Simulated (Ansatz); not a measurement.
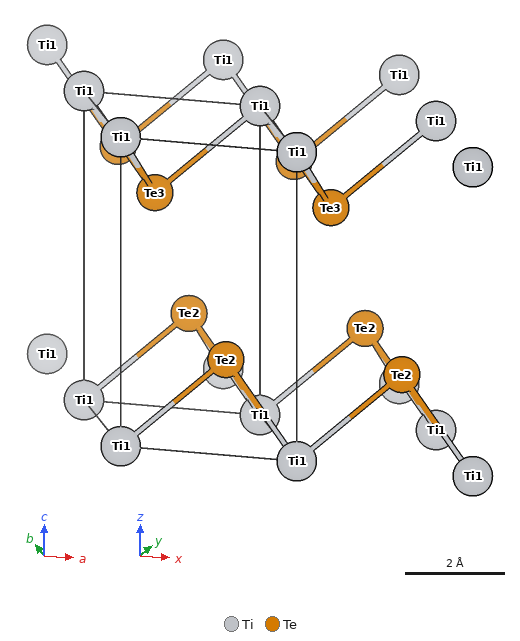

Energy scan for solid TiTe$_{2}$ (P-3m1), in which the cell is strained equally along x and y and separately along z, with the atoms kept at their fractional coordinates. x, y and z are the Cartesian axes of the input. The picture shows the reference cell. The picture is a ball-and-stick view of the cell of the calculation, repeated 2 × 2 × 1 with one cell outlined, seen slightly off an axis.

The calculation used Ansatz, DFT PBE, scalar-relativistic, plane waves, PAW. Set-up: plane-wave cutoff 420 eV; k-point mesh 12 × 12 × 8; occupations gaussian; smearing width 0.15 eV; no spin polarisation. Energies (free energies at the smearing named) are counted from the cell as listed in its source, which wasn't relaxed.

The input:
```yaml
crystal:
  lattice:
    - [3.7770008876, 0.0, 0.0]
    - [-1.8885004438, 3.2709787188, 0.0]
    - [0.0, 0.0, 6.498]
  atoms:
    - { symbol: Ti, position: [0.0, 0.0, 0.0] }
    - { symbol: Te, position: [0.6666666667, 0.3333333333, 0.2628] }
    - { symbol: Te, position: [0.3333333333, 0.6666666667, 0.7372] }
basis:
  ecutwfc: 420
kpoints:
  mp_grid: { grid: [12, 12, 8] }
hamiltonian:
  xc: pbe
scf:
  occupations: { method: gaussian, width: 0.15 }
output:
  forces: true
  stress: true
  eigenvalues: true
  write_density: true
  write_potential: true
  elf: true
  volumetric_format: npy
```

Run as
```bash
ansatz run input.yaml --threads 1 --pin off --max-ram 2560MiB --backend cpu --events-out ev --progress --plain --runs-dir out
```

What energies does the calculation give on a grid with rows −0.050, −0.025, 0.000, 0.025, 0.050 and columns −0.050, −0.025, 0.000, 0.025, 0.050 (strain along x and y; strain along z)?

Answer. Rows: strain along x and y; columns: strain along z; values in meV/atom.

```csv
,−0.050,−0.025,0.000,0.025,0.050
−0.050,166.0,112.6,74.4,49.6,36.3
−0.025,82.5,44.5,20.1,8.1,6.9
0.000,36.6,12.2,0.0,−1.2,7.6
0.025,22.5,9.8,8.3,16.5,33.7
0.050,35.5,32.7,40.2,56.6,81.0
```

In pairs of (strain along x and y; strain along z): the lowest computed point lies at (0.000, 0.025) (−1.2 meV/atom), the highest at (−0.050, −0.050) (166.0 meV/atom). The valley is tilted: raising the in-plane strain is made harder by raising the strain along z (cross term 0.63 of the geometric mean of the two curvatures). Over the ranges scanned the energy rises more along the first axis, the in-plane strain. The pressure runs from −6.1 GPa at (0.050, 0.050) to 14.7 GPa at (−0.050, −0.050).

As a map, interpolated between the computed points (dots):

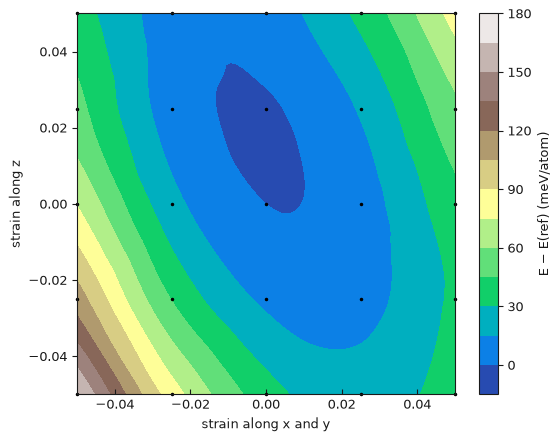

Limits of the set-up: layers or molecules are held without a dispersion correction, so their spacing is unreliable.
